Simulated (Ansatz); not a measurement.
# Geometry relaxation of Ga2O3 (part 1 of 2)

The run: geometry relaxation of Ga2O3 (C2/m, 10 atoms in the cell). Method and program: DFT PBE, scalar-relativistic, plane waves, PAW, no spin polarisation (Ansatz 0.2.0).

The structure derives from an entry of the Crystallography Open Database. Figures and captions count atoms from 1; the log counts them from 0 in places.

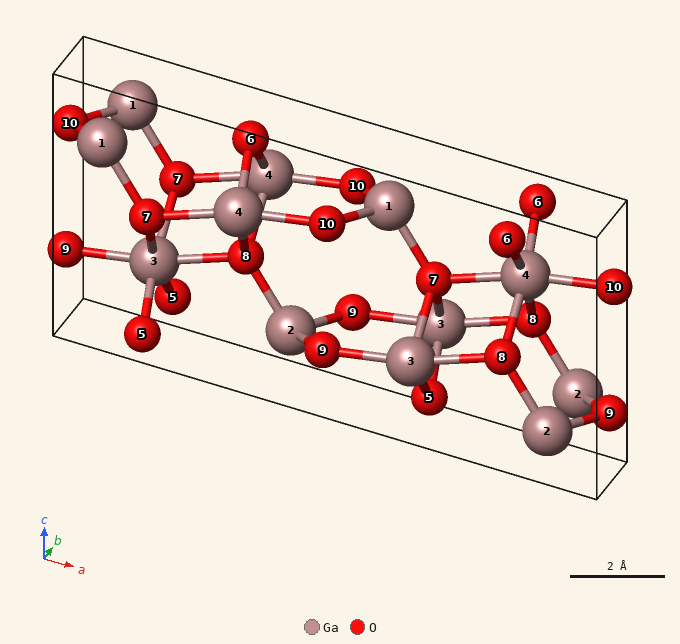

**Figure 1.** The input geometry (ball-and-stick view of the cell 2 times as large as that of the calculation, set on its symmetry axes, seen slightly off an axis; atoms are numbered from 1 in the order of the input). An atom can appear more than once, as a periodic image. Near neighbours in the periodic cell (some may lie outside the picture): Ga has 4 O at 1.83 to 1.86 Å; Ga has 6 O at 1.94 to 2.07 Å; O has 3 Ga at 1.83 to 1.94 Å; O has 4 Ga at 1.86 to 2.07 Å.

### Input file
```yaml
crystal:
  lattice:
    - [6.107, -1.51855, 0.0]
    - [6.107, 1.51855, 0.0]
    - [-1.3859888959, 0.0, 5.630008738]
  atoms:
    - { symbol: Ga, position: [0.0905, 0.0905, 0.7946] }
    - { symbol: Ga, position: [0.9095, 0.9095, 0.2054] }
    - { symbol: Ga, position: [0.65866, 0.65866, 0.31402] }
    - { symbol: Ga, position: [0.34134, 0.34134, 0.68598] }
    - { symbol: O, position: [0.1645, 0.1645, 0.1098] }
    - { symbol: O, position: [0.8355, 0.8355, 0.8902] }
    - { symbol: O, position: [0.1733, 0.1733, 0.5632] }
    - { symbol: O, position: [0.8267, 0.8267, 0.4368] }
    - { symbol: O, position: [0.4959, 0.4959, 0.2566] }
    - { symbol: O, position: [0.5041, 0.5041, 0.7434] }
basis:
  ecutwfc: 420
kpoints:
  mp_grid: { grid: [6, 6, 4] }
hamiltonian:
  xc: pbe
scf:
  occupations: { method: gaussian, width: 0.1 }
output:
  forces: true
  stress: true
  eigenvalues: true
relax:
  adjacent_minimum: "off"
  f_tol: 0.05
  max_steps: 80
  cell: { stress_tol: 0.5 }
```

Machine: 8 threads of AMD EPYC (Zen 3), 189 GiB of memory available, shared host.

Launched with:
```bash
ansatz run input.yaml --threads 8 --pin off --max-ram 22528MiB --backend cpu --events-out ev --progress --plain --runs-dir out
```

### What the program printed
```
basis.fft_grid_basis auto: the FFT boxes are laid along the combinations [[1, -1, 0], [0, 1, 0], [0, 0, 1]] of the cell's own vectors, 3.037, 6.293 and 5.798 Å long. The dense box has 24×45×40 points. Along the cell's own vectors, as sized, it would have 45×45×40, 1.88 times as many. Of the 4 symmetry operations that the crystal satisfies within crystal.symmetry.tolerance (time reversal apart; of a slab, those that keep its plane) the dense box along the cell's own vectors carries 4, and the one as laid loses 2 of those. basis.fft_grid_basis: typed keeps the cell's own vectors: state it where this run's energies or levels are differenced outside the engine with another run's, or held beside a run that keeps those vectors.
Engine: ansatz 0.2.0, x86_64-unknown-linux-gnu
Pseudopotentials: kind: paw
Pseudopotential: Ga, paw, valence charge 13, recommended cutoff 420 eV (normal), Ga.paw.azcp
Pseudopotential: O, paw, valence charge 6, recommended cutoff 420 eV (normal), O.paw.azcp
Functional definition: PBE
  parameter kappa = 0.804
  parameter beta = 0.06672455060314922
  exchange = pbe_x(kappa = kappa, mu = beta*pi^2/3)
  correlation = pbe_c(beta = beta)
Crystal: 10 atoms, lattice volume = 104.423 Å³
Basis set: ecut = 420 eV, 2037 PW (Γ), FFT grids on a1−a2, a2, a3, exchange–correlation on 48×90×80 points (8 copies of the dense FFT grid, shifted against one another)
Bands: 54, of which v1, the nominal top of the filled ones, is band 44 counted from 1 (43 counted from 0)
Symmetry: 4 space group operations
Space group: C2/m (ITA 12), of the structure as read, at distance tolerance 4.7e-5 Å
k-points: 47 of 144
Non-local potential: Ga, projectors of the file, l = 0: 2, l = 1: 2, l = 2: 3, l = 3: 1
Non-local potential: O, projectors of the file, l = 0: 2, l = 1: 2, l = 2: 1
PAW form: soft (Blöchl's): semilocal exchange-correlation on the pseudo side does not see the compensation charge
PAW one-centre angular grid: Ga, 590 points (default); XC on 64 Gauss nodes
PAW one-centre angular grid: O, 110 points (default); XC on 64 Gauss nodes
Initial density: superposition of atomic densities (neutral atoms: chi_scale 0, normalization atom), corrected by the library's trained network
Initial wavefunctions: pseudopotential atomic-orbital guess
Functional: x = pbe(κ = 0.804, μ = 0.2195149727645171), c = pbe(β = 0.06672455060314922)
SCF iter   1: F=—  HF=-18539.970265 eV  |F-HF|=—  |Δ(HF+E_count)|=         —  Δρ=1.11e-3  dr2=4.19e-4  ethr=1.77e-3  ⟨swp⟩=5.9  Hψ=9265  notcnv=0  defer=24
preconditioner: auto → Resta (q_TF=auto, 2.652 Å⁻¹)  ε∞=4.7  [insulator: Δε(μ)=2.443 eV  Ē_g=17.836 eV  σ=0.100 eV  W_gap=1.00  n_scr=34 (ndim 8)  ℏωp=34.1 eV  f_vac=0.014  D(μ)=0.00/eV (n_scr^D=0)  ε∞_Penn≈4.7]
SCF iter   2: F=—  HF=-18539.971269 eV  |F-HF|=—  |Δ(HF+E_count)|=   1.00e-3  Δρ=5.90e-4  dr2=1.34e-4  ethr=4.76e-7  ⟨swp⟩=2.7  Hψ=5331  notcnv=0  defer=35
SCF iter   3: F=—  HF=-18539.971713 eV  |F-HF|=—  |Δ(HF+E_count)|=   4.45e-4  Δρ=2.14e-4  dr2=3.37e-5  ethr=1.52e-7  ⟨swp⟩=2.0  Hψ=4413  notcnv=0  defer=35
SCF iter   4: F=—  HF=-18539.971811 eV  |F-HF|=—  |Δ(HF+E_count)|=   9.79e-5  Δρ=6.25e-5  dr2=3.67e-6  ethr=3.83e-8  ⟨swp⟩=2.0  Hψ=4126  notcnv=0  defer=35
SCF iter   5: F=—  HF=-18539.971814 eV  |F-HF|=—  |Δ(HF+E_count)|=   2.77e-6  Δρ=2.80e-5  dr2=7.90e-7  ethr=4.17e-9  ⟨swp⟩=2.7  Hψ=4390  notcnv=0  defer=35
SCF iter   6: F=—  HF=-18539.971814 eV  |F-HF|=—  |Δ(HF+E_count)|=   4.21e-7  Δρ=1.41e-5  dr2=1.59e-7  ethr=8.98e-10  ⟨swp⟩=2.0  Hψ=4393  notcnv=0  defer=35
SCF iter   7: F=-18539.971814 eV  HF=-18539.971814 eV  |F-HF|=6.00e-9  |Δ(HF+E_count)|=   3.65e-8  Δρ=3.91e-6  dr2=1.05e-8  ethr=1.14e-10  ⟨swp⟩=9.2  Hψ=10495  notcnv=0
SCF 1 converged in 7 iterations: F = -18539.971814 eV  dr2 = 1.05e-8
  greatest PAW one-centre occupation: 0.998 electrons in one spin orbital (limit 2), on the Ga atom at site 3 (counted from 0), in its partial waves of l = 2
relax step   1: F+E_penalty+E_count = -18539.97181447 eV  Δ(F+E_penalty+E_count) = +0.000e0 eV  max|allowed force component| = 2.046e-1 eV/Å  Δτ_max = 0.0000 Å  P = +9.554 GPa  Ω = 104.423 Å³  (7 SCF iters, dr2 threshold 1.00e-7 eV, accepted)
Crystal: 10 atoms, lattice volume = 107.401 Å³
Basis set: ecut = 420 eV, 2085 PW (Γ), FFT grids on a1−a2, a2, a3, exchange–correlation on 48×90×80 points (8 copies of the dense FFT grid, shifted against one another)
Initial density: handed on by an earlier stage of this run
Initial wavefunctions: those handed on with the density
iter 1 solved again at ethr=2.33e-5 eV; its pass at ethr=3.10e-3 eV (dr2=2.05e-2 eV) is discarded
SCF iter   1: F=—  HF=-18540.078331 eV  |F-HF|=—  |Δ(HF+E_count)|=         —  Δρ=5.01e-3  dr2=1.98e-2  ethr=2.33e-5  ⟨swp⟩=1.7  Hψ=10828  notcnv=0
preconditioner: auto → Resta (q_TF=auto, 2.639 Å⁻¹)  ε∞=4.7  [insulator: Δε(μ)=2.185 eV  Ē_g=17.570 eV  σ=0.100 eV  W_gap=1.00  n_scr=34 (ndim 8)  ℏωp=33.6 eV  f_vac=0.021  D(μ)=0.00/eV (n_scr^D=0)  ε∞_Penn≈4.7]
SCF iter   2: F=—  HF=-18540.073016 eV  |F-HF|=—  |Δ(HF+E_count)|=   5.31e-3  Δρ=1.58e-3  dr2=1.83e-3  ethr=2.25e-5  ⟨swp⟩=2.5  Hψ=4539  notcnv=0
SCF iter   3: F=—  HF=-18540.072998 eV  |F-HF|=—  |Δ(HF+E_count)|=   1.79e-5  Δρ=7.81e-4  dr2=5.82e-4  ethr=2.08e-6  ⟨swp⟩=1.0  Hψ=2538  notcnv=0
SCF iter   4: F=—  HF=-18540.073202 eV  |F-HF|=—  |Δ(HF+E_count)|=   2.04e-4  Δρ=2.18e-4  dr2=3.82e-5  ethr=6.61e-7  ⟨swp⟩=2.1  Hψ=4176  notcnv=0
SCF iter   5: F=—  HF=-18540.073216 eV  |F-HF|=—  |Δ(HF+E_count)|=   1.39e-5  Δρ=1.43e-4  dr2=1.69e-5  ethr=4.34e-8  ⟨swp⟩=2.0  Hψ=4591  notcnv=0
SCF iter   6: F=-18540.073215 eV  HF=-18540.073215 eV  |F-HF|=1.49e-7  |Δ(HF+E_count)|=   5.86e-7  Δρ=2.60e-5  dr2=6.64e-7  ethr=1.14e-9  ⟨swp⟩=4.5  Hψ=11313  notcnv=0
SCF 2 converged in 6 iterations: F = -18540.073215 eV  dr2 = 6.64e-7
relax step   2: F+E_penalty+E_count = -18540.07321514 eV  Δ(F+E_penalty+E_count) = -1.014e-1 eV  max|allowed force component| = 1.306e-1 eV/Å  Δτ_max = 0.0152 Å  P = +3.720 GPa  Ω = 107.401 Å³  energy of the carried Pulay correction = -1.421e-2 eV  (6 SCF iters, dr2 threshold 1.00e-6 eV, accepted)
Crystal: 10 atoms, lattice volume = 109.260 Å³
Basis set: ecut = 420 eV, 2133 PW (Γ), FFT grids on a1−a2, a2, a3, exchange–correlation on 48×90×80 points (8 copies of the dense FFT grid, shifted against one another)
iter 1 solved again at ethr=9.72e-6 eV; its pass at ethr=3.10e-3 eV (dr2=8.55e-3 eV) is discarded
SCF iter   1: F=—  HF=-18540.090314 eV  |F-HF|=—  |Δ(HF+E_count)|=         —  Δρ=3.22e-3  dr2=8.37e-3  ethr=9.72e-6  ⟨swp⟩=1.6  Hψ=11412  notcnv=0
preconditioner: auto → Resta (q_TF=auto, 2.632 Å⁻¹)  ε∞=4.7  [insulator: Δε(μ)=2.034 eV  Ē_g=17.438 eV  σ=0.100 eV  W_gap=1.00  n_scr=34 (ndim 8)  ℏωp=33.3 eV  f_vac=0.022  D(μ)=0.00/eV (n_scr^D=0)  ε∞_Penn≈4.7]
SCF iter   2: F=—  HF=-18540.088014 eV  |F-HF|=—  |Δ(HF+E_count)|=   2.30e-3  Δρ=9.21e-4  dr2=6.73e-4  ethr=9.51e-6  ⟨swp⟩=2.6  Hψ=4576  notcnv=0
SCF iter   3: F=—  HF=-18540.088151 eV  |F-HF|=—  |Δ(HF+E_count)|=   1.37e-4  Δρ=4.75e-4  dr2=2.30e-4  ethr=7.65e-7  ⟨swp⟩=1.0  Hψ=2538  notcnv=0
SCF iter   4: F=—  HF=-18540.088188 eV  |F-HF|=—  |Δ(HF+E_count)|=   3.72e-5  Δρ=1.05e-4  dr2=9.27e-6  ethr=2.61e-7  ⟨swp⟩=2.0  Hψ=4248  notcnv=0
SCF iter   5: F=—  HF=-18540.088196 eV  |F-HF|=—  |Δ(HF+E_count)|=   8.04e-6  Δρ=9.14e-5  dr2=7.01e-6  ethr=1.14e-9  ⟨swp⟩=7.6  Hψ=12953  notcnv=0
SCF iter   6: F=-18540.088195 eV  HF=-18540.088195 eV  |F-HF|=1.41e-7  |Δ(HF+E_count)|=   1.57e-6  Δρ=1.31e-5  dr2=1.41e-7  ethr=1.14e-9  ⟨swp⟩=3.0  Hψ=11139  notcnv=0
SCF 3 converged in 6 iterations: F = -18540.088195 eV  dr2 = 1.41e-7
relax step   3: F+E_penalty+E_count = -18540.08819470 eV  Δ(F+E_penalty+E_count) = -1.498e-2 eV  max|allowed force component| = 2.259e-2 eV/Å  Δτ_max = 0.0055 Å  P = +0.246 GPa  Ω = 109.260 Å³  energy of the carried Pulay correction = -2.288e-2 eV  (6 SCF iters, dr2 threshold 1.00e-6 eV, accepted)
Initial wavefunctions: pseudopotential atomic-orbital guess (no wavefunctions were taken with the density)
iter 1 solved again at ethr=1.53e-7 eV; its pass at ethr=3.10e-3 eV (dr2=1.34e-4 eV) is discarded
SCF iter   1: F=—  HF=-18540.109777 eV  |F-HF|=—  |Δ(HF+E_count)|=         —  Δρ=9.07e-4  dr2=5.54e-5  ethr=1.53e-7  ⟨swp⟩=3.0  Hψ=14867  notcnv=0
preconditioner: auto → Resta (q_TF=auto, 2.632 Å⁻¹)  ε∞=4.6  [insulator: Δε(μ)=2.050 eV  Ē_g=17.462 eV  σ=0.100 eV  W_gap=1.00  n_scr=34 (ndim 8)  ℏωp=33.3 eV  f_vac=0.019  D(μ)=0.00/eV (n_scr^D=0)  ε∞_Penn≈4.6]
SCF iter   2: F=—  HF=-18540.115085 eV  |F-HF|=—  |Δ(HF+E_count)|=   5.31e-3  Δρ=4.55e-4  dr2=1.74e-5  ethr=6.30e-8  ⟨swp⟩=2.5  Hψ=4500  notcnv=0
SCF iter   3: F=—  HF=-18540.116614 eV  |F-HF|=—  |Δ(HF+E_count)|=   1.53e-3  Δρ=1.73e-4  dr2=2.01e-6  ethr=1.97e-8  ⟨swp⟩=2.7  Hψ=4503  notcnv=0
SCF iter   4: F=—  HF=-18540.116856 eV  |F-HF|=—  |Δ(HF+E_count)|=   2.42e-4  Δρ=1.42e-5  dr2=9.32e-8  ethr=2.28e-9  ⟨swp⟩=2.0  Hψ=4606  notcnv=0
SCF iter   5: F=-18540.116856 eV  HF=-18540.116856 eV  |F-HF|=2.17e-7  |Δ(HF+E_count)|=   8.16e-8  Δρ=5.50e-6  dr2=9.65e-9  ethr=1.14e-11  ⟨swp⟩=4.2  Hψ=11612  notcnv=0
SCF 4 converged in 5 iterations: F = -18540.116856 eV  dr2 = 9.65e-9
relax step   4: F+E_penalty+E_count = -18540.11685627 eV  Δ(F+E_penalty+E_count) = -2.866e-2 eV  max|allowed force component| = 2.338e-2 eV/Å  Δτ_max = 0.0000 Å  P = +0.659 GPa  Ω = 109.260 Å³  stress off target by 7.65e-1 GPa  SCF on the basis re-selected at this cell (its energy is not comparable with the rows above)  (5 SCF iters)
basis re-selected at this cell: Δ(F+E_penalty+E_count) = -2.866e-2 eV, ΔP = +0.413 GPa vs the last step (what re-selecting the basis moved, of the pressure what is left beyond the Pulay correction that the steps carried, after the strain that the cell walked since its last selection, with what the two solves' SCF thresholds leave and, on support functions, any second-order correction that the steps lacked; it is no measure of the basis error at this ecutwfc). This SCF's stress stands 7.65e-1 GPa from its target on what of the cell is left free (relax.cell.stress_tol is 5.00e-1 GPa) and its largest allowed force component is 2.34e-2 eV/Å (relax.f_tol is 5.00e-2 eV/Å): not within both, so this SCF does not close the relaxation
Crystal: 10 atoms, lattice volume = 109.630 Å³
Basis set: ecut = 420 eV, 2141 PW (Γ), FFT grids on a1−a2, a2, a3, exchange–correlation on 48×90×80 points (8 copies of the dense FFT grid, shifted against one another)
iter 1 solved again at ethr=5.59e-7 eV; its pass at ethr=3.10e-3 eV (dr2=4.92e-4 eV) is discarded
SCF iter   1: F=—  HF=-18540.116113 eV  |F-HF|=—  |Δ(HF+E_count)|=         —  Δρ=9.67e-4  dr2=4.91e-4  ethr=5.59e-7  ⟨swp⟩=2.0  Hψ=10490  notcnv=0
preconditioner: auto → Resta (q_TF=auto, 2.630 Å⁻¹)  ε∞=4.6  [insulator: Δε(μ)=2.021 eV  Ē_g=17.430 eV  σ=0.100 eV  W_gap=1.00  n_scr=34 (ndim 8)  ℏωp=33.3 eV  f_vac=0.020  D(μ)=0.00/eV (n_scr^D=0)  ε∞_Penn≈4.6]
SCF iter   2: F=—  HF=-18540.116124 eV  |F-HF|=—  |Δ(HF+E_count)|=   1.04e-5  Δρ=4.06e-4  dr2=7.05e-5  ethr=5.58e-7  ⟨swp⟩=3.0  Hψ=4606  notcnv=0
SCF iter   3: F=—  HF=-18540.116120 eV  |F-HF|=—  |Δ(HF+E_count)|=   3.99e-6  Δρ=1.39e-4  dr2=1.38e-5  ethr=8.01e-8  ⟨swp⟩=2.1  Hψ=4025  notcnv=0
SCF iter   4: F=—  HF=-18540.116122 eV  |F-HF|=—  |Δ(HF+E_count)|=   2.29e-6  Δρ=3.52e-5  dr2=1.39e-6  ethr=1.57e-8  ⟨swp⟩=2.2  Hψ=4487  notcnv=0
SCF iter   5: F=-18540.116122 eV  HF=-18540.116123 eV  |F-HF|=5.98e-7  |Δ(HF+E_count)|=   5.88e-7  Δρ=3.04e-5  dr2=7.93e-7  ethr=1.14e-9  ⟨swp⟩=5.7  Hψ=9824  notcnv=0
SCF 5 converged in 5 iterations: F = -18540.116122 eV  dr2 = 7.93e-7
relax step   5: F+E_penalty+E_count = -18540.11612222 eV  Δ(F+E_penalty+E_count) = +7.340e-4 eV  max|allowed force component| = 1.272e-2 eV/Å  Δτ_max = 0.0036 Å  P = +0.019 GPa  Ω = 109.630 Å³  energy of the carried Pulay correction = -1.742e-3 eV  (5 SCF iters, dr2 threshold 1.00e-6 eV, accepted)
iter 1 solved again at ethr=5.65e-8 eV; its pass at ethr=3.10e-3 eV (dr2=4.97e-5 eV) is discarded
SCF iter   1: F=—  HF=-18540.117532 eV  |F-HF|=—  |Δ(HF+E_count)|=         —  Δρ=1.80e-4  dr2=1.76e-6  ethr=5.65e-8  ⟨swp⟩=3.0  Hψ=16052  notcnv=0
preconditioner: auto → Resta (q_TF=auto, 2.630 Å⁻¹)  ε∞=4.6  [insulator: Δε(μ)=2.023 eV  Ē_g=17.435 eV  σ=0.100 eV  W_gap=1.00  n_scr=34 (ndim 8)  ℏωp=33.3 eV  f_vac=0.020  D(μ)=0.00/eV (n_scr^D=0)  ε∞_Penn≈4.6]
SCF iter   2: F=—  HF=-18540.117984 eV  |F-HF|=—  |Δ(HF+E_count)|=   4.51e-4  Δρ=9.01e-5  dr2=3.30e-7  ethr=2.00e-9  ⟨swp⟩=2.0  Hψ=4569  notcnv=0
SCF iter   3: F=—  HF=-18540.118075 eV  |F-HF|=—  |Δ(HF+E_count)|=   9.17e-5  Δρ=3.85e-5  dr2=6.80e-8  ethr=3.75e-10  ⟨swp⟩=2.2  Hψ=3519  notcnv=0
SCF iter   4: F=-18540.118096 eV  HF=-18540.118096 eV  |F-HF|=1.89e-8  |Δ(HF+E_count)|=   2.02e-5  Δρ=2.47e-6  dr2=3.76e-9  ethr=1.14e-11  ⟨swp⟩=3.8  Hψ=10199  notcnv=0
SCF 6 converged in 4 iterations: F = -18540.118096 eV  dr2 = 3.76e-9
relax step   6: F+E_penalty+E_count = -18540.11809553 eV  Δ(F+E_penalty+E_count) = -1.973e-3 eV  max|allowed force component| = 1.277e-2 eV/Å  Δτ_max = 0.0000 Å  P = +0.030 GPa  Ω = 109.630 Å³  stress off target by 1.30e-1 GPa  SCF on the basis re-selected at this cell (its energy is not comparable with the rows above)  (4 SCF iters)
```

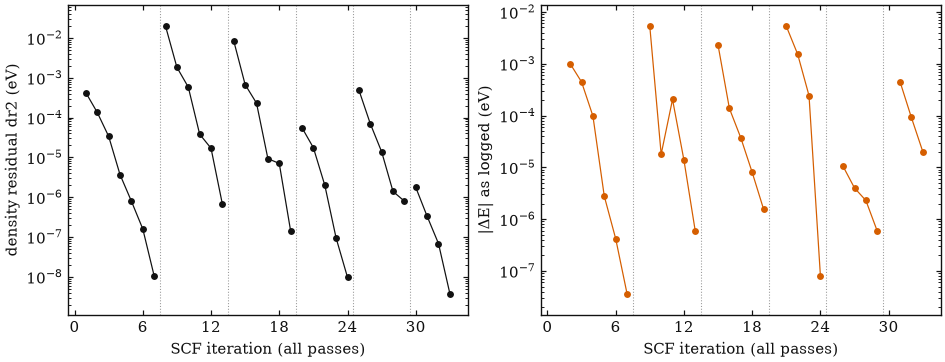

**Figure 2.** Convergence of the self-consistent field: density residual dr2 and size of the energy change against the SCF iteration. The dotted lines part the SCF passes of the relaxation: geometry steps, rejected trials and re-solves on a re-selected basis. The 6 passes take 4 to 7 iterations each, 33 in all.

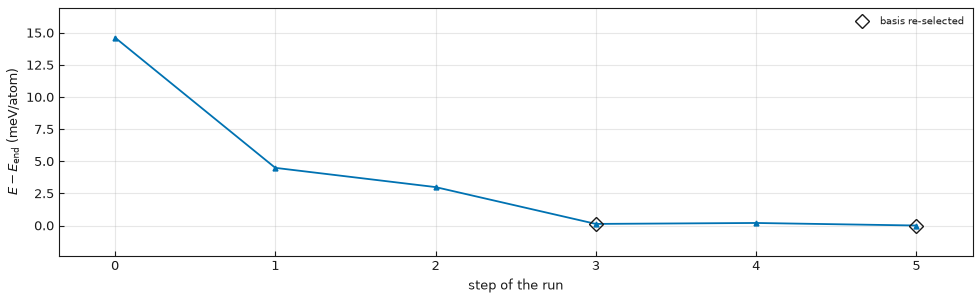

**Figure 3.** Progress of the relaxation, step by step (the first geometry is step 0 here and step 1 in the log).
